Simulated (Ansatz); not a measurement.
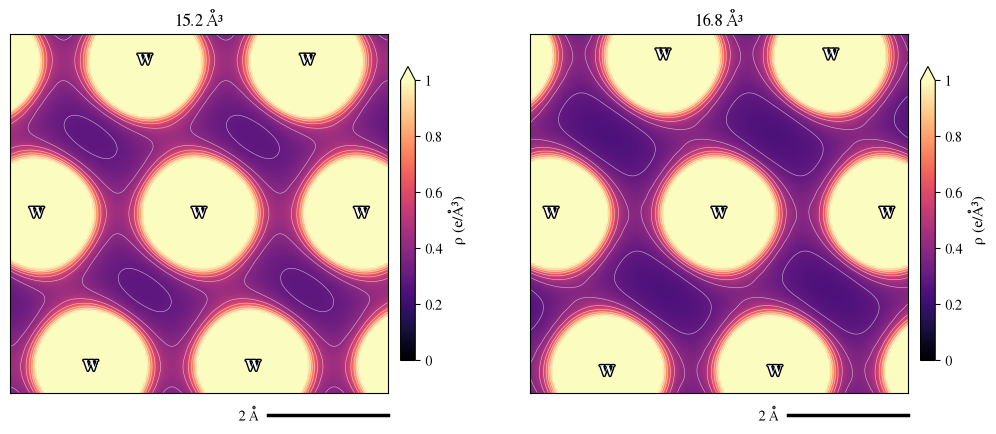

W. The valence pseudo-density of cells scaled evenly to different volumes (given per atom above each panel), on the (100) plane of each (indices in the axes of the cell below), at one length scale and on one colour scale.

Method: Kohn-Sham DFT of a periodic cell, PBE with D4, Ansatz PAW (Ansatz).

The largest cell:

```
CELL_PARAMETERS angstrom
-1.61338 1.61338 1.61338
1.61338 -1.61338 1.61338
1.61338 1.61338 -1.61338
ATOMIC_POSITIONS crystal
W 0.00000 0.00000 0.00000
```

| volume (Å³/atom) | W–W contact in the plane (Å) | ρ at its midpoint (e/Å³) | pressure (GPa) | 
| --- | --- | --- | --- |
| 15.21 | 2.704 | 0.440 | 12.7 | 
| 16.16 | 2.759 | ? | ? | 
| 16.80 | 2.794 | 0.385 | −17.2 | 

What values belong in the row with question marks?

Answer. Over the known rows ln ρ falls by 1.48 per Å of W–W distance (the line through the two), which gives 0.406 e/Å³ at 2.759 Å; the calculation gives 0.406 e/Å³. For the pressure, a straight line in volume between the neighbouring rows gives −5.2 GPa; the calculation gives −6.9, lower because pressure rises ever faster on compression.
